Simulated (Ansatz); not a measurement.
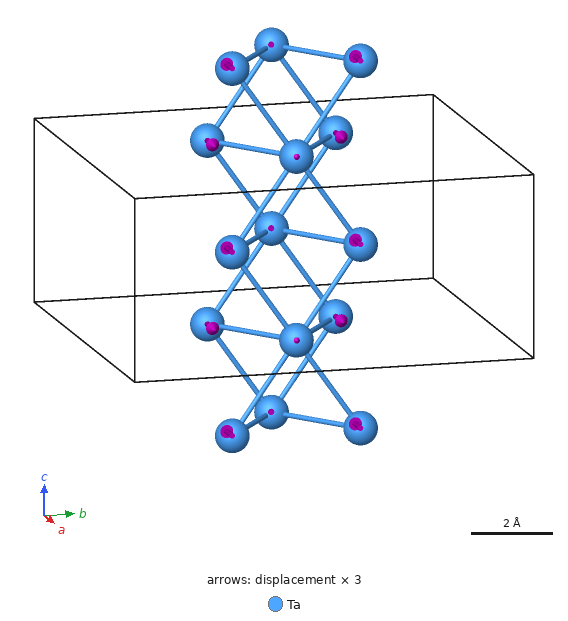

This is a relaxation of a wire of composition Ta. The starting structure is drawn; purple arrows show the displacements (the part carried along by the change of the cell is left out), magnified 3 times.

The picture is a ball-and-stick view of the cell of the calculation, with the vacuum cut short, seen slightly off an axis.

Case: wire along [1 1 0], 6 atoms a period.

All numbers below come from DFT PBE, scalar-relativistic, plane waves, PAW (Ansatz).

The input:
```yaml
crystal:
  lattice:
    - [11.3, 0.0, 0.0]
    - [0.0, 12.6, 0.0]
    - [0.0, 0.0, 4.6934773201]
  atoms:
    - { symbol: Ta, position: [0.6038379938, 0.5, 0.0] }
    - { symbol: Ta, position: [0.3961620062, 0.5, 0.5] }
    - { symbol: Ta, position: [0.3961620062, 0.6316980016, 0.0] }
    - { symbol: Ta, position: [0.3961620062, 0.3683019984, 0.0] }
    - { symbol: Ta, position: [0.6038379938, 0.6316980016, 0.5] }
    - { symbol: Ta, position: [0.6038379938, 0.3683019984, 0.5] }
basis:
  ecutwfc: 420
kpoints:
  mp_grid: { grid: [1, 1, 12] }
hamiltonian:
  xc: pbe
scf:
  occupations: { method: gaussian, width: 0.05 }
output:
  forces: true
  stress: true
  eigenvalues: true
  populations: true
  write_density: true
  write_potential: true
  elf: true
  volumetric_format: npy
relax:
  adjacent_minimum: "off"
  f_tol: 0.02
  max_steps: 45
  cell: { fix: [a, b, alpha, beta, gamma], stress_tol: 0.03 }
```

Run as
```bash
ansatz run input.yaml --threads 4 --pin off --max-ram 11264MiB --backend cpu --events-out ev --progress --plain --runs-dir out
```

> What happened in the run?

After 10 accepted moves (12 points after the start) the energy has fallen by 3.217 eV per cell of the calculation. Largest force component: 2.8 eV/Å at the start, 0.0013 eV/Å at the end. The line search rejected the trial step at point 9 of the run. At 1 point the geometry stayed and the basis and grid were re-selected for the new cell (energy shift of 1.8 meV per cell of the calculation at most each time). The largest moves relative to the centre of the atoms, 0.26 Å, are those of Ta3, Ta4, Ta5 and Ta6. Along the periodic axis the drawn cell goes c 4.693 → 4.178 Å (−11.0 %). Some distances before and after: Ta3–Ta5 3.319 → 2.769 Å, Ta1–Ta3 2.874 → 2.691 Å, Ta1–Ta2 3.319 → 3.194 Å. Bond angles that change, for instance: Ta5–Ta1–Ta6 180.0° → 167.2°, Ta3–Ta1–Ta5 70.5° → 62.0°, Ta5–Ta1–Ta5 109.5° → 102.1°. The run took 2.7 min on 4 threads of Intel(R) Xeon(R) Processor @ 2.50GHz (Skylake/Cascade Lake) (shared host), peak memory 1.2 GiB.

Limits of the set-up: the k-point mesh is coarse for a cell with partly filled bands.
